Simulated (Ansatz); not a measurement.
# Mending a single-point calculation on PtS$_{2}$

System: PtS$_{2}$ (R3m, 3 atoms in the cell).
Method of the first run: DFT, r2SCAN, plane waves, PAW, no spin polarisation (Ansatz 0.2.0).

The structure was built on a prototype by a generator. Some settings of this run were made unusual or wrong on purpose. The geometry comes from this level: r2scan-rvv10. Text and figures count atoms from 1; the logs count them from 0 in places.

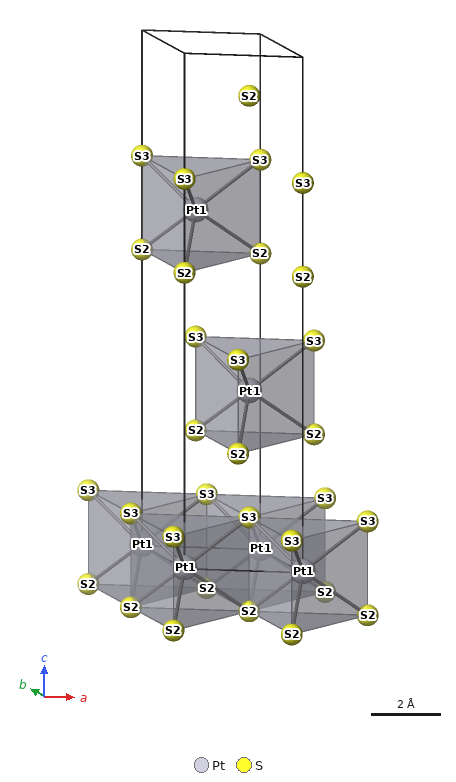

Fig. 1: The input geometry (polyhedral view of the cell 3 times as large as that of the calculation, set on its symmetry axes, seen slightly off an axis; polyhedra are completed across the faces of the cell; atoms are numbered from 1 in the order of the input).

### The input, the first run
```yaml
crystal:
  lattice:
    - [1.7391392306, 1.004092503, 5.0958703676]
    - [-1.7391392306, 1.004092503, 5.0958703676]
    - [0.0, -2.0081850059, 5.0958703676]
  atoms:
    - { symbol: Pt, position: [-0.0026256467, -0.0026256467, -0.0026256467] }
    - { symbol: S, position: [0.425598339, 0.425598339, 0.425598339] }
    - { symbol: S, position: [0.2436939743, 0.2436939743, 0.2436939743] }
kpoints:
  mp_grid: { grid: [6, 6, 6] }
hamiltonian:
  xc: r2scan
scf:
  occupations: { method: fermi_dirac, width: 0.02 }
  n_extra_bands: 4
  max_iter: 75
output:
  forces: true
  stress: true
  eigenvalues: true
basis:
  ecutwfc: 80
```

Launched with:
```bash
ansatz run input.yaml --threads 4 --pin off --max-ram 3686MiB --backend cpu --events-out ev --progress --plain --runs-dir out
```

Hardware: 4 threads of AMD EPYC (Zen 3), 192 GiB of memory available, shared host.

### Output, shortened to warnings, some set-up lines, iterations and results (the first run)
```
Warning: basis.ecutwfc = 80 eV is below the records' recommended 500 eV, and the density's cutoff is lower with it unless basis.ecutrho_ratio is high enough to keep the records' density cutoff: compare with a run at a higher cutoff
Basis set: ecut = 80 eV, 91 PW (Γ), FFT grids on a1−a3, a2−a3, a3, exchange–correlation on 60×60×64 points (64 copies of the dense FFT grid, shifted against one another)
Symmetry: 6 space group operations
k-points: 32 of 216 (time reversal used)
Initial density: superposition of atomic densities (neutral atoms: chi_scale 0, normalization atom), corrected by the library's trained network
[...]
SCF iter   1: F=—  HF=-14129.895862 eV  |F-HF|=—  |Δ(HF+E_count)|=         —  Δρ=6.78e-1  dr2=3.26e2  dr2_τ=4.06e1  ethr=1.77e-3  ⟨swp⟩=6.0  Hψ=2763  notcnv=0
SCF iter   2: F=—  HF=-13950.508338 eV  |F-HF|=—  |Δ(HF+E_count)|=    1.79e2  Δρ=1.17e-1  dr2=7.17e0  dr2_τ=1.12e1  ethr=1.77e-3  ⟨swp⟩=4.2  Hψ=2237  notcnv=0  defer=4
SCF iter   3: F=—  HF=-13951.516433 eV  |F-HF|=—  |Δ(HF+E_count)|=    1.01e0  Δρ=4.95e-2  dr2=3.89e0  dr2_τ=1.17e-1  ethr=1.77e-3  ⟨swp⟩=3.2  Hψ=1496  notcnv=0
SCF iter   4: F=—  HF=-13950.950293 eV  |F-HF|=—  |Δ(HF+E_count)|=   5.66e-1  Δρ=1.15e-2  dr2=8.90e-2  dr2_τ=8.63e-3  ethr=1.77e-3  ⟨swp⟩=2.3  Hψ=1210  notcnv=0
SCF iter   5: F=—  HF=-13950.951476 eV  |F-HF|=—  |Δ(HF+E_count)|=   1.18e-3  Δρ=3.05e-3  dr2=8.37e-3  dr2_τ=3.37e-4  ethr=2.97e-4  ⟨swp⟩=2.7  Hψ=1064  notcnv=0
SCF iter   6: F=—  HF=-13950.950752 eV  |F-HF|=—  |Δ(HF+E_count)|=   7.24e-4  Δρ=8.36e-4  dr2=7.09e-4  dr2_τ=6.40e-6  ethr=2.79e-5  ⟨swp⟩=2.6  Hψ=980  notcnv=0
SCF iter   7: F=—  HF=-13950.950599 eV  |F-HF|=—  |Δ(HF+E_count)|=   1.53e-4  Δρ=3.16e-4  dr2=1.29e-4  dr2_τ=1.61e-6  ethr=2.36e-6  ⟨swp⟩=2.1  Hψ=899  notcnv=0
SCF iter   8: F=—  HF=-13950.950575 eV  |F-HF|=—  |Δ(HF+E_count)|=   2.39e-5  Δρ=1.17e-4  dr2=1.50e-5  dr2_τ=8.00e-8  ethr=4.28e-7  ⟨swp⟩=1.1  Hψ=629  notcnv=0
SCF iter   9: F=—  HF=-13950.950573 eV  |F-HF|=—  |Δ(HF+E_count)|=   1.78e-6  Δρ=2.08e-5  dr2=6.49e-7  dr2_τ=3.83e-9  ethr=5.01e-8  ⟨swp⟩=2.2  Hψ=922  notcnv=0
SCF iter  10: F=-13950.950573 eV  HF=-13950.950573 eV  |F-HF|=1.13e-8  |Δ(HF+E_count)|=   1.10e-7  Δρ=3.99e-6  dr2=1.62e-8  dr2_τ=3.12e-10  ethr=3.33e-10  ⟨swp⟩=5.2  Hψ=2256  …
SCF 1 converged in 10 iterations: F = -13950.950573 eV  dr2 = 1.62e-8
SCF converged after 10 iterations
Free energy (F): -13950.950573 eV
Harris-Foulkes:  -13950.950573 eV  (|F-HF|=1.13e-8)
Internal energy: -13950.946422 eV  (E = F + TS)
E sigma→0 (E₀):  -13950.948498 eV
Entropy (-TS):   -0.004151 eV (-1.384 meV/atom)
Fermi energy:    14.958039 eV
--- Per-component energies (eV) ---
  E_band       = -427.724772
  E_kinetic    = 780.423386
  E_local      = -1860.667521  (includes V_loc(G=0)·N_el)
  E_nonlocal   = 49.488579
  E_hartree    = 599.340745
  E_xc         = -426.299510
  E_vxc        = -517.958984  (∫ρ·V_xc dr)
  E_paw        = -10528.965896  (= ΣΔE_a)
  E_vpaw       = -106.919052  (= ΣTr[D̂ρ^β])
  E_aug_tail   = 0.016122  (compensation charges beyond the density's cutoff)
  E_vtau       = 29.213032  (kinetic-family band-sum trace: ∫τ·v_τ [+ j·A + Jᵃ·Aᵃ] dr)
  E_ewald      = -2563.831300
  E_core_change = -0.451028  (= ΣΔE_core)
  E_smearing   = -0.004151  (= −TS)
  E_closure    = 0.000000  (closes the sum)
  Σ components = -13950.950573   (vs F -13950.950573, Δ=0.00e0)
--- Forces (eV/Å), atoms counted from 1 ---
  atom   1  Pt     0.00000000    -0.00000000    -2.03648121
  atom   2  S     -0.00000000     0.00000000     1.36021359
  atom   3  S      0.00000000     0.00000000     0.67080068
  max |Σ_I F_I| component: 5.47e-3 eV/Å
--- Stress (GPa, compression-positive) ---
      -38.633387       0.000000       0.000000
        0.000000     -38.633387       0.000000
        0.000000       0.000000     -31.478832
  P = ⅓ Tr σ = -36.2485 GPa (-362.485 kbar)
```

Question: What went wrong, and how is the input to be mended?

Answer: Some settings of this run were drawn to be unusual or wrong. It converged; results that depend on the unusual settings are not reference values. The program warns: the cutoff is below the recommended one.

A run of the same system that converges differs from this input as follows (lines with − go, lines with + come):
```diff
-  max_iter: 75
-basis:
-  ecutwfc: 80
```

### Output, shortened to warnings, some set-up lines, iterations and results (the second run)
```
Basis set: ecut = 500 eV, 1363 PW (Γ), FFT grids on a1−a3, a2−a3, a3, exchange–correlation on 108×108×160 points (64 copies of the dense FFT grid, shifted against one another)
Symmetry: 6 space group operations
k-points: 32 of 216 (time reversal used)
Initial density: superposition of atomic densities (neutral atoms: chi_scale 0, normalization atom), corrected by the library's trained network
[...]
SCF iter   1: F=—  HF=-14347.908052 eV  |F-HF|=—  |Δ(HF+E_count)|=         —  Δρ=1.77e-2  dr2=1.81e-1  dr2_τ=5.50e-2  ethr=1.77e-3  ⟨swp⟩=6.0  Hψ=3294  notcnv=0
SCF iter   2: F=—  HF=-14347.963104 eV  |F-HF|=—  |Δ(HF+E_count)|=   5.51e-2  Δρ=1.96e-2  dr2=3.75e-1  dr2_τ=4.06e-2  ethr=6.02e-4  ⟨swp⟩=2.9  Hψ=1325  notcnv=0  defer=1
SCF iter   3: F=—  HF=-14347.902387 eV  |F-HF|=—  |Δ(HF+E_count)|=   6.07e-2  Δρ=6.88e-3  dr2=1.20e-2  dr2_τ=4.41e-4  ethr=6.02e-4  ⟨swp⟩=2.1  Hψ=899  notcnv=0  defer=1
SCF iter   4: F=—  HF=-14347.902280 eV  |F-HF|=—  |Δ(HF+E_count)|=   1.07e-4  Δρ=2.26e-3  dr2=3.50e-3  dr2_τ=1.61e-4  ethr=3.99e-5  ⟨swp⟩=2.8  Hψ=1222  notcnv=0
SCF iter   5: F=—  HF=-14347.902457 eV  |F-HF|=—  |Δ(HF+E_count)|=   1.78e-4  Δρ=1.62e-3  dr2=3.40e-3  dr2_τ=2.01e-4  ethr=1.17e-5  ⟨swp⟩=2.0  Hψ=996  notcnv=0
SCF iter   6: F=—  HF=-14347.902050 eV  |F-HF|=—  |Δ(HF+E_count)|=   4.07e-4  Δρ=6.07e-4  dr2=3.63e-4  dr2_τ=3.86e-6  ethr=1.13e-5  ⟨swp⟩=1.0  Hψ=640  notcnv=0
SCF iter   7: F=—  HF=-14347.902020 eV  |F-HF|=—  |Δ(HF+E_count)|=   2.97e-5  Δρ=1.53e-4  dr2=1.68e-5  dr2_τ=3.40e-7  ethr=1.21e-6  ⟨swp⟩=1.0  Hψ=616  notcnv=0
SCF iter   8: F=—  HF=-14347.902029 eV  |F-HF|=—  |Δ(HF+E_count)|=   8.47e-6  Δρ=2.33e-5  dr2=1.04e-7  dr2_τ=1.79e-8  ethr=5.59e-8  ⟨swp⟩=2.3  Hψ=843  notcnv=0
SCF iter   9: F=-14347.902029 eV  HF=-14347.902029 eV  |F-HF|=7.53e-10  |Δ(HF+E_count)|=   1.66e-7  Δρ=4.44e-6  dr2=7.53e-9  dr2_τ=1.12e-9  ethr=3.33e-10  ⟨swp⟩=5.5  Hψ=2733  …
SCF 1 converged in 9 iterations: F = -14347.902029 eV  dr2 = 7.53e-9
SCF converged after 9 iterations
Free energy (F): -14347.902029 eV
Harris-Foulkes:  -14347.902029 eV  (|F-HF|=7.53e-10)
Internal energy: -14347.900001 eV  (E = F + TS)
E sigma→0 (E₀):  -14347.901015 eV
Entropy (-TS):   -0.002028 eV (-0.676 meV/atom)
Fermi energy:    11.703376 eV
--- Per-component energies (eV) ---
  E_band       = -317.672865
  E_kinetic    = 848.023852
  E_local      = -2897.799828  (includes V_loc(G=0)·N_el)
  E_nonlocal   = 259.375052
  E_hartree    = 1137.137806
  E_xc         = -431.763066
  E_vxc        = -524.389829  (∫ρ·V_xc dr)
  E_paw        = -10698.591645  (= ΣΔE_a)
  E_vpaw       = -307.644826  (= ΣTr[D̂ρ^β])
  E_aug_tail   = 0.000156  (compensation charges beyond the density's cutoff)
  E_vtau       = 30.489608  (kinetic-family band-sum trace: ∫τ·v_τ [+ j·A + Jᵃ·Aᵃ] dr)
  E_ewald      = -2563.831300
  E_core_change = -0.451028  (= ΣΔE_core)
  E_smearing   = -0.002028  (= −TS)
  E_closure    = 0.000000  (closes the sum)
  Σ components = -14347.902029   (vs F -14347.902029, Δ=0.00e0)
--- Forces (eV/Å), atoms counted from 1 ---
  atom   1  Pt    -0.00000000    -0.00000000    -0.01906014
  atom   2  S      0.00000000    -0.00000000    -0.00388183
  atom   3  S      0.00000000     0.00000000     0.02294386
  max |Σ_I F_I| component: 1.89e-6 eV/Å
--- Stress (GPa, compression-positive) ---
        1.509198       0.000000      -0.000000
        0.000000       1.509198      -0.000000
        0.000000      -0.000000       1.112284
  P = ⅓ Tr σ = 1.3769 GPa (13.769 kbar)
```

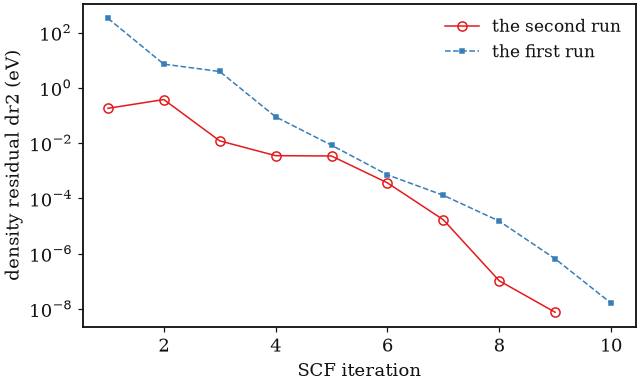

Fig. 2: Convergence of the two runs: density residual dr2 against the SCF iteration. The second run takes 9 iterations in all, and the first run takes 10.

### The two runs side by side

```tsv
quantity	the first run	the second run
outcome	converged	converged
free energy per atom (eV)	−4650.3169	−4782.6340
energy per atom, smearing taken to zero (eV)	−4650.3162	−4782.6337
gap on the mesh (eV)	0.00	0.00
pressure (GPa)	−36.25	1.38
largest force (eV/Å)	2.036	0.023
SCF iterations	10	9
irreducible k-points	32	32
plane waves at Γ	91	1363
wall time (shared host)	0.89 s	2.6 s
```

The free energy of the second run is 132317.2 meV per atom lower, which comes mainly from the change of cutoff or grids; a solver setting shouldn't move a converged energy. The pressure goes from −36.25 to 1.38 GPa. The largest force goes from 2.036 to 0.023 eV/Å. More plane waves can only lower the energy of a fixed Hamiltonian, so the higher cutoff gives the lower value. The lower cutoff gives the lower pressure, as an incomplete plane-wave basis does (Pulay stress). The SCF takes 9 iterations against 10. The plane waves at Γ go from 91 to 1363.

Notes on the second run: Spin–orbit coupling is left out, which matters for Pt.
